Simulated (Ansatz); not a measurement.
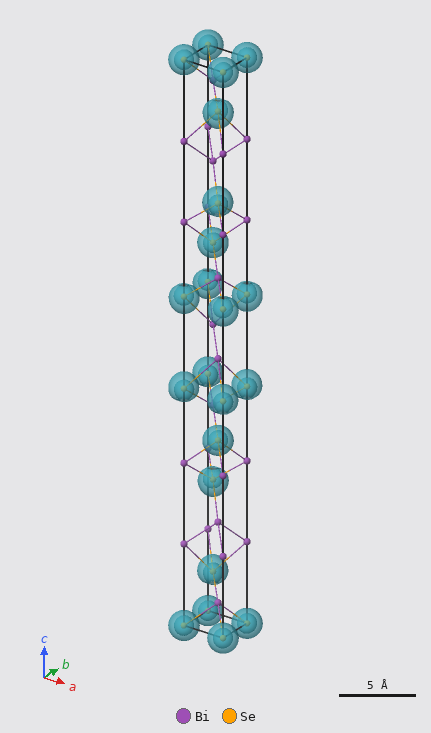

Figure. Bi4Se3. Isosurface of the electron localisation function at 0.75 (cyan), seen slightly off an axis. Core shells and regions of very low density are left out. Sticks mark near contacts.

Space group R-3m.

Level of theory: DFT LDA, scalar-relativistic, plane waves, PAW (Ansatz).

### Identify the bonds, lone pairs and shells in this picture.

The surface consists of nine regions wrapped around Se (the valence shell of each), counted in one cell of 21 atoms. Regions shared between cells count once.

Values along the shortest contacts:
Bi–Se (2.88 Å): the ELF is about 0.45 at the midpoint. Bi–Bi (3.00 Å): the ELF reaches about 0.50 near the midpoint.

### Does the calculation give a band gap?

It is gapless in this calculation (a metal or semimetal).
